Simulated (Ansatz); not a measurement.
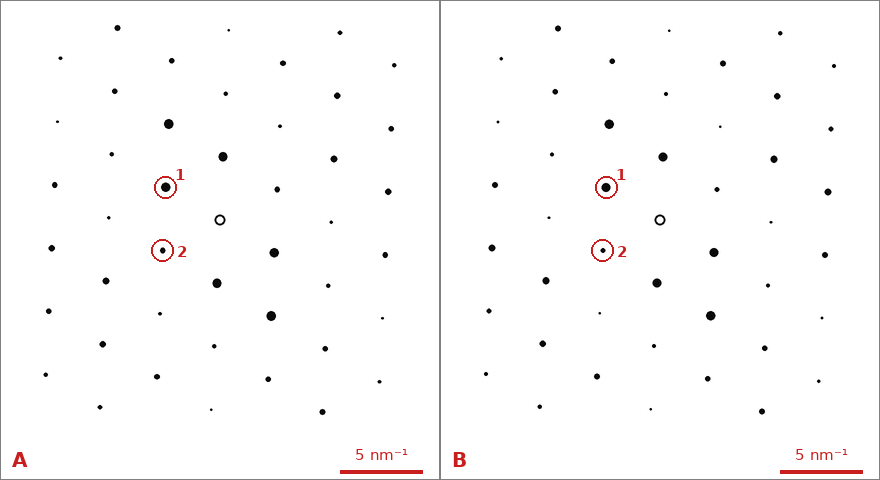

Kinematic electron diffraction patterns (200 kV, B = 0.5 Å², same scale) along [001] of the run's own cell, for the start and the end of one relaxation of BAs with Ansatz, DFT PBE, scalar-relativistic, plane waves, PAW. k mesh 18×18×18. The start is a generated model structure, and the relaxation ends in the nearest stationary point of its symmetry, not necessarily the ground state. Spot 1 is -1 0 0 and spot 2 is -1 -1 0 in both.

Start structure:

```
B As
1.0
     1.49794    0.86484    7.03567
    -1.49794    0.86484    7.03567
     0.00000   -1.72967    7.03567
B As
2 2
Direct
  0.16812 0.16812 0.16812
  0.83188 0.83188 0.83188
  0.40850 0.40850 0.40850
  0.59150 0.59150 0.59150
```

**Which pattern belongs to the start structure, and which to the relaxed one?**

A is the start: its cell gives d(1) = 2.575 Å, d(2) = 2.519 Å and an angle of 59.3°. The spot positions hardly differ, so the intensities decide: those computed from the start structure match A, and B is the relaxed structure.

**Name reflections whose intensity changes strongly on relaxation.**

1 1 0 goes from 10 to 5.6 % of the strongest spot.

**Summarise the relaxation behind the change.**

The volume changed by -2.8 % to 13.28 Å³ an atom; with the mean shift removed, the atoms moved by up to 0.11 Å relative to the cell (As most); the space group stayed R-3m (No. 166); the free energy fell by 6.4 meV an atom. Relaxed cell: a = 7.009 Å, b = 7.009 Å, c = 7.009 Å, α = 24.76°, β = 24.76°, γ = 24.76°.
